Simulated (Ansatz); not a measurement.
Consider Ti3C2.

Input

```
crystal:
  lattice:
    - [3.0066501008, 0.0, 0.0]
    - [-1.5033250504, 2.6038353676, 0.0]
    - [0.0, 0.0, 14.7762782957]
  atoms:
    - { symbol: Ti, position: [0.3333333333, 0.6666666667, 0.8424415582] }
    - { symbol: Ti, position: [0.6666666667, 0.3333333333, 0.3424415582] }
    - { symbol: Ti, position: [0.6666666667, 0.3333333333, 0.1575584418] }
    - { symbol: Ti, position: [0.3333333333, 0.6666666667, 0.6575584418] }
    - { symbol: Ti, position: [0.0, 0.0, 0.0] }
    - { symbol: Ti, position: [0.0, 0.0, 0.5] }
    - { symbol: C, position: [0.6666666667, 0.3333333333, 0.9136207614] }
    - { symbol: C, position: [0.3333333333, 0.6666666667, 0.4136207614] }
    - { symbol: C, position: [0.6666666667, 0.3333333333, 0.5863792386] }
    - { symbol: C, position: [0.3333333333, 0.6666666667, 0.0863792386] }
basis:
  ecutwfc: 500
kpoints:
  mp_grid: { grid: [12, 12, 4] }
hamiltonian:
  xc: r2scan
scf:
  occupations: { method: gaussian, width: 0.1 }
output:
  forces: true
  stress: true
  eigenvalues: true
  write_density: true
  write_potential: true
  elf: true
  volumetric_format: npy
relax:
  adjacent_minimum: "off"
  f_tol: 0.008
  max_steps: 50
  cell: { stress_tol: 0.08, p_target: 10.0 }
```

Run with:

```sh
ansatz run input.yaml --threads 2 --pin off --max-ram 5120MiB --backend cpu --events-out ev --progress --plain --runs-dir out
```

Below, planes, directions and counts refer to the conventional cell (a = 3.01 Å, b = 3.01 Å, c = 14.75 Å, α = 90.00°, β = 90.00°, γ = 120.00°).

The fields are those of the relaxed geometry.

Space group P6₃/mmc; a structure from a database of computed crystals, not necessarily the ambient phase; computed pressure about 10 GPa in this cell; computed without spin polarisation.

Level of theory: Ansatz 0.2.0, DFT r2SCAN, scalar-relativistic, plane waves, PAW.

Q: Predict the valence pseudo-density and electron localisation function between the atoms.

A: Ti–Ti (2.68 Å): ρ at the midpoint is about 0.14 e/Å³; the ELF is about 0.05 at the midpoint: no localised pair shows between them.
Ti–Ti (3.01 Å): ρ is about 0.22 e/Å³ halfway; the ELF is about 0.35 at the midpoint.

Q: Metal or insulator at this level of theory?

A: It is metallic or semimetallic at this level of theory: no gap opens.

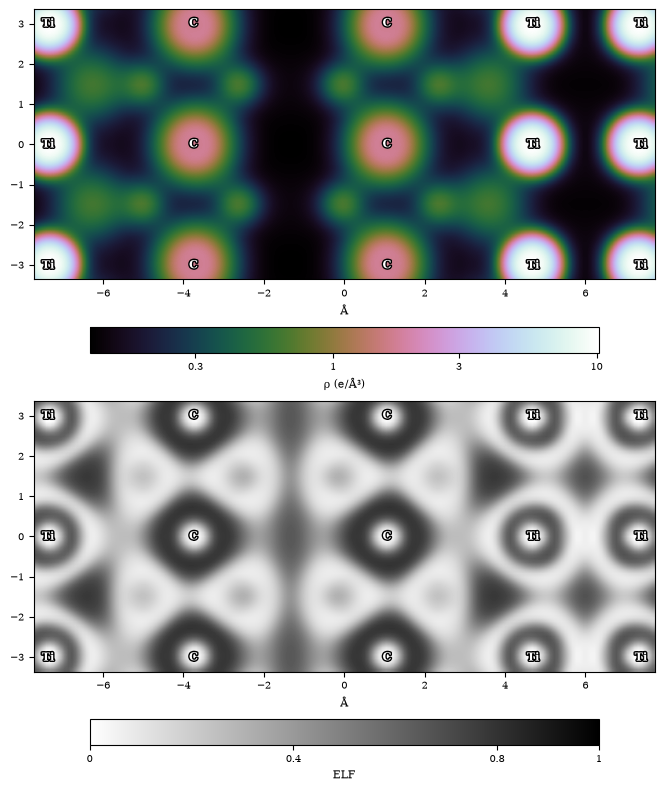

Computed valence pseudo-density and electron localisation function on the (11̄0) plane of the conventional cell, in this order. Atoms just off the plane (Ti, 0.9 Å away and C, 0.9 Å away) can leave unmarked features too.

Core electrons are frozen (PAW), and the valence fields are smoothed inside the atomic spheres.
